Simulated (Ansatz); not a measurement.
# BaTiO3: a changed input and its effect

System: BaTiO3 (slab, 15 atoms in the cell).
Method of run 1: DFT r2SCAN, scalar-relativistic, plane waves, PAW, no spin polarisation (Ansatz 0.2.0).

The structure derives from an entry of the Crystallography Open Database. Text and figures count atoms from 1; the logs count them from 0 in places.

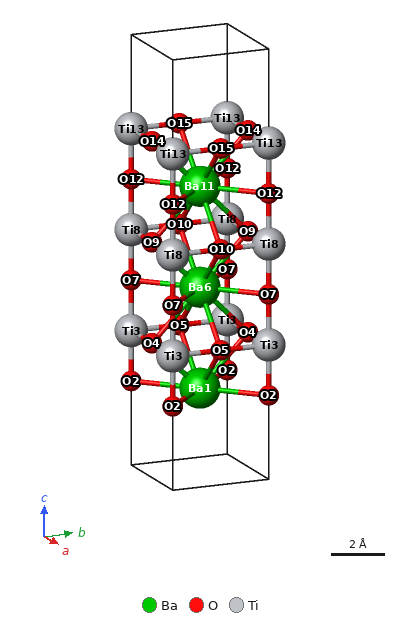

**Figure 1.** The input geometry (ball-and-stick view of the cell of the calculation, with the vacuum cut short, seen slightly off an axis; atoms are numbered from 1 in the order of the input). An atom can appear more than once, as a periodic image.

### Input file, run 1
```yaml
crystal:
  lattice:
    - [3.9698693943, 0.0, 0.0]
    - [0.0, 3.9698693943, 0.0]
    - [0.0, 0.0, 24.9246734857]
  atoms:
    - { symbol: Ba, position: [0.5, 0.5, 0.30090665] }
    - { symbol: O, position: [0.0, 0.0, 0.30090665] }
    - { symbol: Ti, position: [0.0, 0.0, 0.38054399] }
    - { symbol: O, position: [0.5, 0.0, 0.38054399] }
    - { symbol: O, position: [0.0, 0.5, 0.38054399] }
    - { symbol: Ba, position: [0.5, 0.5, 0.46018133] }
    - { symbol: O, position: [0.0, 0.0, 0.46018133] }
    - { symbol: Ti, position: [0.0, 0.0, 0.53981867] }
    - { symbol: O, position: [0.5, 0.0, 0.53981867] }
    - { symbol: O, position: [0.0, 0.5, 0.53981867] }
    - { symbol: Ba, position: [0.5, 0.5, 0.61945601] }
    - { symbol: O, position: [0.0, 0.0, 0.61945601] }
    - { symbol: Ti, position: [0.0, 0.0, 0.69909335] }
    - { symbol: O, position: [0.5, 0.0, 0.69909335] }
    - { symbol: O, position: [0.0, 0.5, 0.69909335] }
basis:
  ecutwfc: 500
kpoints:
  mp_grid: { grid: [7, 7, 1] }
hamiltonian:
  xc: r2scan
scf:
  occupations: { method: gaussian, width: 0.05 }
output:
  forces: true
  stress: true
  eigenvalues: true
  write_density: true
  write_potential: true
  elf: true
  volumetric_format: npy
efield:
  axis: 3
  dipole_correction: true
  ramp_width: 0.04
```

Launched with:
```bash
ansatz run input.yaml --threads 2 --pin off --max-ram 5120MiB --backend cpu --events-out ev --progress --plain --runs-dir out
```

Hardware: 2 threads of Arm Neoverse V1, 24 GiB of memory available, shared host.

### Output, shortened to warnings, some set-up lines, iterations and results (run 1)
```
WARN: The output density's exchange-correlation potential varies sharply where the density is thin. Do not read a vacuum level from v_tot or v_xc, or from such a field of the output density. On a cell that repeats whose density bears no net charge and no dipole along the vacuum's axis use v_es (v_loc + v_h of the components); under efield.dipole_correction with no amplitude use v_es + v_field, …
Basis set: ecut = 500 eV, 9955 PW (Γ), exchange–correlation on 120×120×768 points (64 copies of the dense FFT grid, shifted against one another)
Symmetry: 8 space group operations
k-points: 10 of 49
Initial density: superposition of atomic densities (neutral atoms: chi_scale 0, normalization atom), corrected by the library's trained network
[...]
SCF iter   1: F=—  HF=-30548.646106 eV  |F-HF|=—  |Δ(HF+E_count)|=         —  Δρ=1.62e-2  dr2=1.33e0  dr2_τ=7.29e-1  ethr=1.77e-3  p=-0.234 e·Å  D=-1.08e-1 V/Å  ΔV_dip=2.68 …
SCF iter   2: F=—  HF=-30549.005041 eV  |F-HF|=—  |Δ(HF+E_count)|=   3.59e-1  Δρ=1.28e-2  dr2=5.51e-1  dr2_τ=1.12e-1  ethr=1.11e-3  p=-0.219 e·Å  D=-1.01e-1 V/Å  ΔV_dip=2.51 …
SCF iter   3: F=—  HF=-30548.921296 eV  |F-HF|=—  |Δ(HF+E_count)|=   8.37e-2  Δρ=2.91e-3  dr2=2.69e-2  dr2_τ=2.04e-3  ethr=4.59e-4  p=-0.235 e·Å  D=-1.08e-1 V/Å  ΔV_dip=2.70 …
SCF iter   4: F=—  HF=-30548.920340 eV  |F-HF|=—  |Δ(HF+E_count)|=   9.56e-4  Δρ=1.90e-3  dr2=1.36e-2  dr2_τ=1.70e-3  ethr=2.24e-5  p=-0.239 e·Å  D=-1.10e-1 V/Å  ΔV_dip=2.74 …
SCF iter   5: F=—  HF=-30548.918916 eV  |F-HF|=—  |Δ(HF+E_count)|=   1.42e-3  Δρ=6.30e-4  dr2=1.68e-3  dr2_τ=1.39e-4  ethr=1.13e-5  p=-0.243 e·Å  D=-1.12e-1 V/Å  ΔV_dip=2.79 …
SCF iter   6: F=—  HF=-30548.918756 eV  |F-HF|=—  |Δ(HF+E_count)|=   1.61e-4  Δρ=1.86e-4  dr2=1.70e-4  dr2_τ=1.12e-5  ethr=1.40e-6  p=-0.244 e·Å  D=-1.13e-1 V/Å  ΔV_dip=2.81 …
SCF iter   7: F=—  HF=-30548.918764 eV  |F-HF|=—  |Δ(HF+E_count)|=   8.28e-6  Δρ=9.66e-5  dr2=4.04e-5  dr2_τ=2.85e-6  ethr=1.42e-7  p=-0.244 e·Å  D=-1.13e-1 V/Å  ΔV_dip=2.80 …
SCF iter   8: F=—  HF=-30548.918864 eV  |F-HF|=—  |Δ(HF+E_count)|=   1.00e-4  Δρ=2.24e-5  dr2=1.92e-6  dr2_τ=3.32e-7  ethr=3.37e-8  p=-0.244 e·Å  D=-1.13e-1 V/Å  ΔV_dip=2.81 …
SCF iter   9: F=—  HF=-30548.918865 eV  |F-HF|=—  |Δ(HF+E_count)|=   9.21e-7  Δρ=8.53e-6  dr2=3.17e-7  dr2_τ=3.81e-8  ethr=1.60e-9  p=-0.245 e·Å  D=-1.13e-1 V/Å  ΔV_dip=2.81 …
SCF iter  10: F=—  HF=-30548.918865 eV  |F-HF|=—  |Δ(HF+E_count)|=   2.88e-7  Δρ=5.40e-6  dr2=1.36e-7  dr2_τ=1.53e-8  ethr=8.33e-11  p=-0.245 e·Å  D=-1.13e-1 V/Å  ΔV_dip=2.81 …
SCF iter  11: F=-30548.918865 eV  HF=-30548.918865 eV  |F-HF|=1.06e-8  |Δ(HF+E_count)|=   5.93e-8  Δρ=1.51e-6  dr2=1.46e-8  dr2_τ=1.39e-9  ethr=8.33e-11  p=-0.245 e·Å  …
SCF 1 converged in 11 iterations: F = -30548.918865 eV  dr2 = 1.46e-8
WARN: The output density's exchange-correlation potential varies sharply where the density is thin. Do not read a vacuum level from v_tot or v_xc, or from such a field of the output density. On a cell that repeats whose density bears no net charge and no dipole along the vacuum's axis use v_es …
SCF converged after 11 iterations
Free energy (F): -30548.918865 eV
Harris-Foulkes:  -30548.918865 eV  (|F-HF|=1.06e-8)
Internal energy: -30548.918865 eV  (E = F + TS)
E sigma→0 (E₀):  -30548.918865 eV
Fermi energy:    4.056819 eV
Dipole field:    D = -0.112701 V/Å  (p = -0.244651 e·Å, saw-weighted, corrected)
Work function:   Φ+ = 4.4748 eV   Φ− = 1.6658 eV
[...]
```

For run 2 the input was changed thus:
```diff
-  ecutwfc: 500
+  ecutwfc: 420
-  xc: r2scan
+  xc: pbesol
```

Predict how the results change.

The total energies belong to different methods, so their difference says nothing on which is more stable or more accurate. The gap on the mesh goes from 1.37 to 1.00 eV. The largest force goes from 2.288 to 2.346 eV/Å. The functional changes from r2SCAN to PBEsol. The number of SCF iterations is the same. The plane waves at Γ go from 9955 to 7691. On the same kind of shared host run 2 took about 0.47 times as long.

### Output, shortened to warnings, some set-up lines, iterations and results (run 2)
```
WARN: The output density's exchange-correlation potential varies sharply where the density is thin. Do not read a vacuum level from v_tot or v_xc, or from such a field of the output density. On a cell that repeats whose density bears no net charge and no dipole along the vacuum's axis use v_es (v_loc + v_h of the components); under efield.dipole_correction with no amplitude use v_es + v_field, …
Basis set: ecut = 420 eV, 7691 PW (Γ), exchange–correlation on 54×54×360 points (8 copies of the dense FFT grid, shifted against one another)
Symmetry: 8 space group operations
k-points: 10 of 49
Initial density: superposition of atomic densities (neutral atoms: chi_scale 0, normalization atom), corrected by the library's trained network
[...]
SCF iter   1: F=—  HF=-30080.102076 eV  |F-HF|=—  |Δ(HF+E_count)|=         —  Δρ=1.13e-2  dr2=4.38e-1  ethr=1.77e-3  p=-0.234 e·Å  D=-1.08e-1 V/Å  ΔV_dip=2.68 eV  …
SCF iter   2: F=—  HF=-30080.046209 eV  |F-HF|=—  |Δ(HF+E_count)|=   5.59e-2  Δρ=7.42e-3  dr2=2.30e-1  ethr=3.65e-4  p=-0.232 e·Å  D=-1.07e-1 V/Å  ΔV_dip=2.67 eV  …
SCF iter   3: F=—  HF=-30080.008440 eV  |F-HF|=—  |Δ(HF+E_count)|=   3.78e-2  Δρ=1.60e-3  dr2=9.79e-3  ethr=1.92e-4  p=-0.227 e·Å  D=-1.05e-1 V/Å  ΔV_dip=2.61 eV  …
SCF iter   4: F=—  HF=-30080.008040 eV  |F-HF|=—  |Δ(HF+E_count)|=   4.00e-4  Δρ=7.67e-4  dr2=2.28e-3  ethr=8.16e-6  p=-0.228 e·Å  D=-1.05e-1 V/Å  ΔV_dip=2.62 eV  …
SCF iter   5: F=—  HF=-30080.007988 eV  |F-HF|=—  |Δ(HF+E_count)|=   5.18e-5  Δρ=3.75e-4  dr2=4.00e-4  ethr=1.90e-6  p=-0.229 e·Å  D=-1.06e-1 V/Å  ΔV_dip=2.63 eV  …
SCF iter   6: F=—  HF=-30080.008096 eV  |F-HF|=—  |Δ(HF+E_count)|=   1.08e-4  Δρ=1.30e-4  dr2=6.73e-5  ethr=3.34e-7  p=-0.231 e·Å  D=-1.06e-1 V/Å  ΔV_dip=2.65 eV  …
SCF iter   7: F=—  HF=-30080.008856 eV  |F-HF|=—  |Δ(HF+E_count)|=   7.60e-4  Δρ=4.16e-5  dr2=8.64e-6  ethr=5.61e-8  p=-0.231 e·Å  D=-1.06e-1 V/Å  ΔV_dip=2.65 eV  …
SCF iter   8: F=—  HF=-30080.008860 eV  |F-HF|=—  |Δ(HF+E_count)|=   4.10e-6  Δρ=2.45e-5  dr2=2.88e-6  ethr=7.20e-9  p=-0.231 e·Å  D=-1.06e-1 V/Å  ΔV_dip=2.65 eV  …
SCF iter   9: F=—  HF=-30080.008860 eV  |F-HF|=—  |Δ(HF+E_count)|=   6.43e-7  Δρ=1.08e-5  dr2=5.60e-7  ethr=2.40e-9  p=-0.231 e·Å  D=-1.06e-1 V/Å  ΔV_dip=2.65 eV  …
SCF iter  10: F=—  HF=-30080.008861 eV  |F-HF|=—  |Δ(HF+E_count)|=   1.05e-7  Δρ=5.51e-6  dr2=1.40e-7  ethr=4.66e-10  p=-0.231 e·Å  D=-1.07e-1 V/Å  ΔV_dip=2.65 eV  …
SCF iter  11: F=-30080.008861 eV  HF=-30080.008861 eV  |F-HF|=5.59e-9  |Δ(HF+E_count)|=   5.52e-9  Δρ=2.23e-6  dr2=2.47e-8  ethr=8.33e-11  p=-0.231 e·Å  D=-1.07e-1 V/Å  …
SCF 1 converged in 11 iterations: F = -30080.008861 eV  dr2 = 2.47e-8
WARN: The output density's exchange-correlation potential varies sharply where the density is thin. Do not read a vacuum level from v_tot or v_xc, or from such a field of the output density. On a cell that repeats whose density bears no net charge and no dipole along the vacuum's axis use v_es …
SCF converged after 11 iterations
Free energy (F): -30080.008861 eV
Harris-Foulkes:  -30080.008861 eV  (|F-HF|=5.59e-9)
Internal energy: -30080.008861 eV  (E = F + TS)
E sigma→0 (E₀):  -30080.008861 eV
Fermi energy:    4.002347 eV
Dipole field:    D = -0.106525 V/Å  (p = -0.231245 e·Å, saw-weighted, corrected)
Work function:   Φ+ = 4.4684 eV   Φ− = 1.8133 eV
[...]
```

### The two runs side by side

| quantity | run 1 | run 2 |
| --- | --- | --- |
| outcome | converged | converged |
| free energy per atom (eV) | −2036.5946 | −2005.3339 |
| gap on the mesh (eV) | 1.37 | 1.00 |
| work function (eV) | 4.47 | 4.47 |
| largest force (eV/Å) | 2.288 | 2.346 |
| SCF iterations | 11 | 11 |
| irreducible k-points | 10 | 10 |
| plane waves at Γ | 9955 | 7691 |
| wall time (shared host) | 72 s | 34 s |

For both runs: Warnings: the exchange-correlation potential is rough where the density is thin.
